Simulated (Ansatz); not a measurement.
Given this structure:

```xyz
16
Lattice="-3.8155 0.0000 0.0000 0.0000 -3.8155 0.0000 0.0000 0.0000 21.6080" Properties=species:S:1:pos:R:3 pbc="T T T"
Ti    0.0000    0.0000   18.2887
Ti   -1.9078   -1.9078   14.0117
Ti    0.0000    0.0000    9.7347
Ti   -1.9078   -1.9078    5.4577
Al    0.0000    0.0000    5.4577
Al   -1.9078   -1.9078   18.2887
Al    0.0000    0.0000   14.0117
Al   -1.9078   -1.9078    9.7347
Al   -1.9078    0.0000    7.5962
Al    0.0000   -1.9078    3.3192
Al   -1.9078    0.0000   16.1502
Al    0.0000   -1.9078   11.8732
Al    0.0000   -1.9078    7.5962
Al   -1.9078    0.0000    3.3192
Al    0.0000   -1.9078   16.1502
Al   -1.9078    0.0000   11.8732
```

Say what kind of structure these coordinates give.

Answer. Its composition is TiAl3. One cell contains 4 Ti, 12 Al, 16 atoms in all. Taking every contact within bonding distance, one finds Ti 8 to 12 (mean 11.0) and Al 8 to 12 (mean 11.0). The bonds build TiAl3 layers parallel to (001).

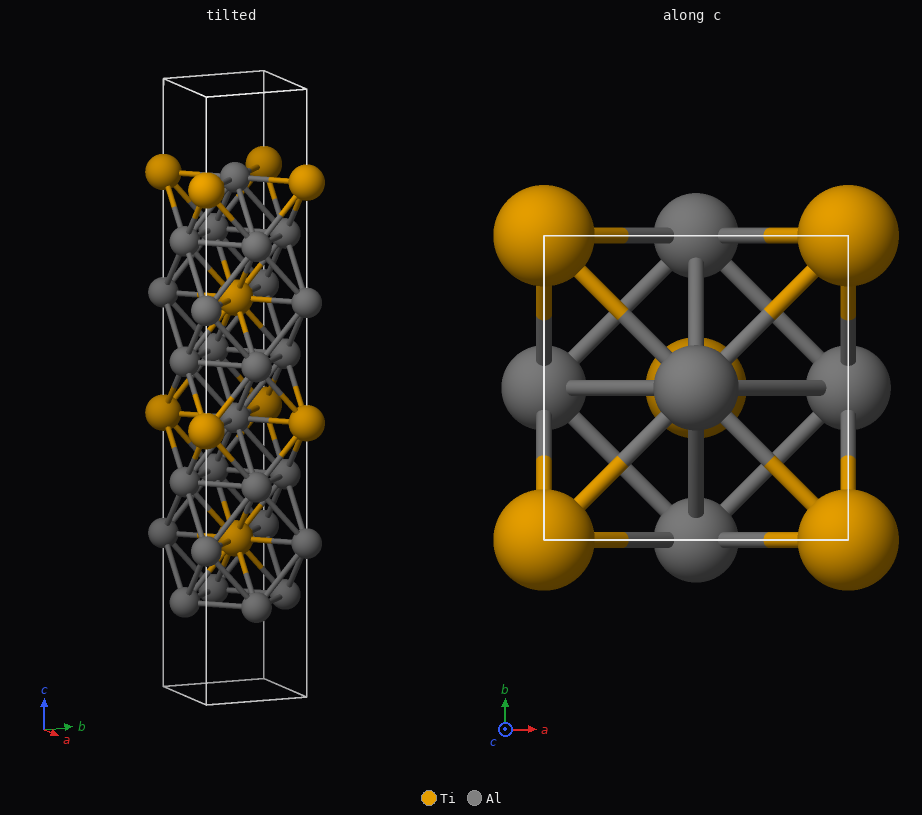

Structure drawing (ball-and-stick), viewed slightly off an axis and along the c axis. The parallelepiped is the simulation cell. Colours: titanium orange, aluminium grey.

Starting structure: a structure listed in the Materials Project. The cell was then strained or its atoms displaced on purpose. An electronic-structure calculation with Ansatz was run on it.

At this level of theory the run's own cell isn't at rest (forces up to 0.7 eV/Å), so its distances can differ from those at equilibrium, the more so the softer the solid.
